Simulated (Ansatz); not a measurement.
Take the following structure.

```xyz
4
Lattice="3.4558 0.0000 0.0000 0.0000 3.4558 0.0000 0.0000 0.0000 3.4558" Properties=species:S:1:pos:R:3 pbc="T T T"
Ni    1.7279    0.0000    1.7279
Ni    0.0000    1.7279    1.7279
Ni    1.7279    1.7279    0.0000
Ge    0.0000    0.0000    0.0000
```

Question: Characterise the structure given above.

Answer: Its composition is Ni$_{3}$Ge. The symmetry is that of Pm-3m (No. 221), on a primitive cubic lattice. The prototype is Cu₃Au (L1₂) type. In the cell are 3 Ni, 1 Ge, which makes 1 formula unit. Ni is linked to eight Ni and four Ge in a cuboctahedral arrangement (2.44 Å to Ni, 2.44 Å to Ge). The coordination shell of Ge holds twelve Ni in a cuboctahedral arrangement at 2.44 Å. The bonds build a three-dimensional framework.

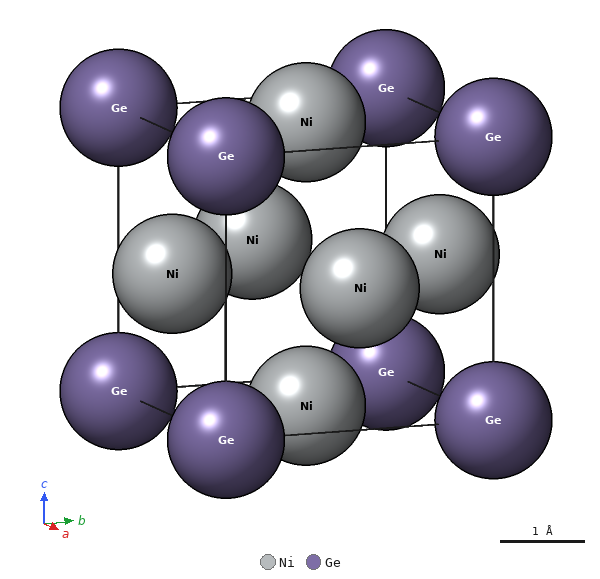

The crystal in a spheres-only representation, seen slightly off an axis. The wireframe shows the conventional unit cell.

Source of the structure: a structure listed in the Materials Project. It was relaxed with DFT PBEsol, scalar-relativistic, plane waves, PAW (Ansatz 0.2.0) under a constraint or pressure on the cell, so some stress remains.

At this level of theory the cell isn't at rest (compressed, at 15 GPa), so its distances can differ from those at equilibrium, the more so the softer the solid.
